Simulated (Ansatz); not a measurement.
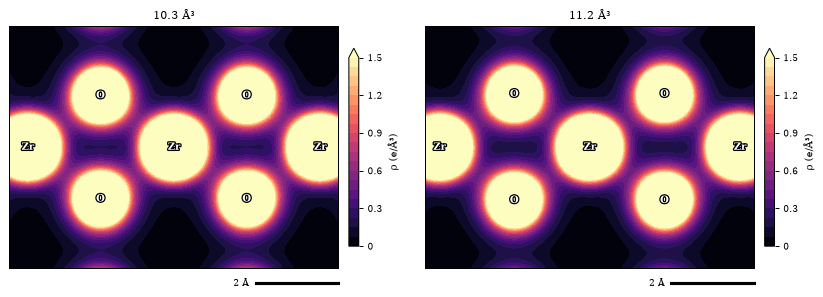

ZrO$_{2}$. The valence pseudo-density of cells scaled evenly to different volumes (given per atom above each panel), on the (011̄) plane of each (indices in the axes of the cell below), at one length scale and on one colour scale.

A structure from a database of computed crystals, not necessarily the ambient phase.

Level of theory: Kohn-Sham DFT of a periodic cell, r2SCAN, Ansatz PAW (Ansatz).

The density is the valence pseudo-density of a PAW calculation; it isn't the true density close to the nuclei.

The largest cell:

```
Zr O
1.0
     0.00000    2.56193    2.56193
     2.56193    0.00000    2.56193
     2.56193    2.56193    0.00000
Zr O
1 2
Direct
  0.00000 0.00000 0.00000
  0.75000 0.75000 0.75000
  0.25000 0.25000 0.25000
```

| volume (Å³/atom) | Zr–O contact in the plane (Å) | ρ at its midpoint (e/Å³) | pressure (GPa) | gap on the mesh (eV) | 
| --- | --- | --- | --- | --- |
| 10.33 | 2.159 | 0.579 | 17.9 | 4.13 | 
| 10.99 | 2.204 | ? | ? | ? | 
| 11.21 | 2.219 | 0.505 | −5.0 | 3.87 | 

Estimate the missing row, and compare with the calculation.

Answer. Over the known rows ln ρ falls by 2.28 per Å of Zr–O distance (the line through the two), which gives 0.523 e/Å³ at 2.204 Å; the calculation gives 0.522 e/Å³. For the pressure, a straight line in volume between the neighbouring rows gives 0.7 GPa; the calculation gives −0.1, lower because pressure rises ever faster on compression. For the gap on the mesh, a straight line in volume between the neighbouring rows gives 3.94 eV; the calculation gives 3.94.
